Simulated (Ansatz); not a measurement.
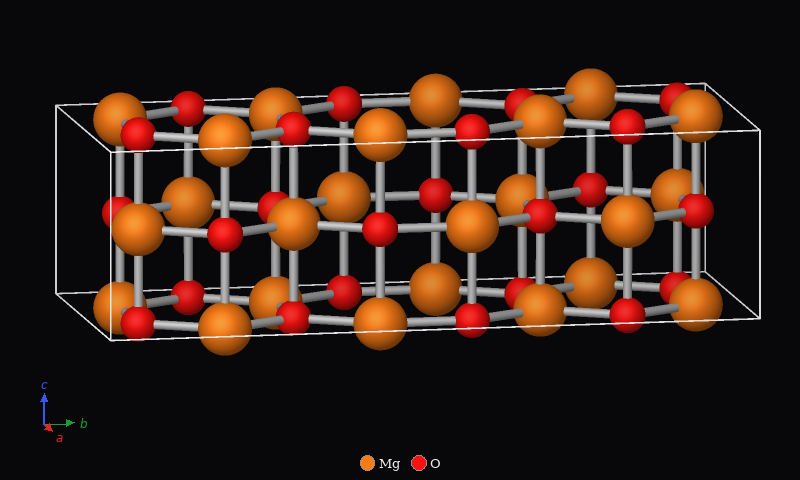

The crystal in a ball-and-stick representation, seen slightly off an axis. The wireframe shows the conventional unit cell.

MgO, space group Ibam (No. 72), a = 6.12 Å, b = 14.40 Å, c = 4.16 Å, α = 90.00°, β = 90.00°, γ = 90.00°.

Method used: DFT, HSE06, plane waves, PAW (Ansatz 0.2.0). It ran with a kinetic-energy cutoff of 420 eV, k-points about 0.46 Å⁻¹ apart, no spin polarisation.

### Predict the gap.

An insulator at this level, with a gap of 4.75 eV, direct.

### What pressure does the calculation give for this cell?

The computed pressure is -0.1 GPa, close to zero.

The initial geometry was a structure listed in the Materials Project. Earlier steps of the study, as a rule a relaxation of our own, may have changed the cell and positions, so they can lie some per cent off the listed ones. An electronic-structure calculation with Ansatz was run on it.
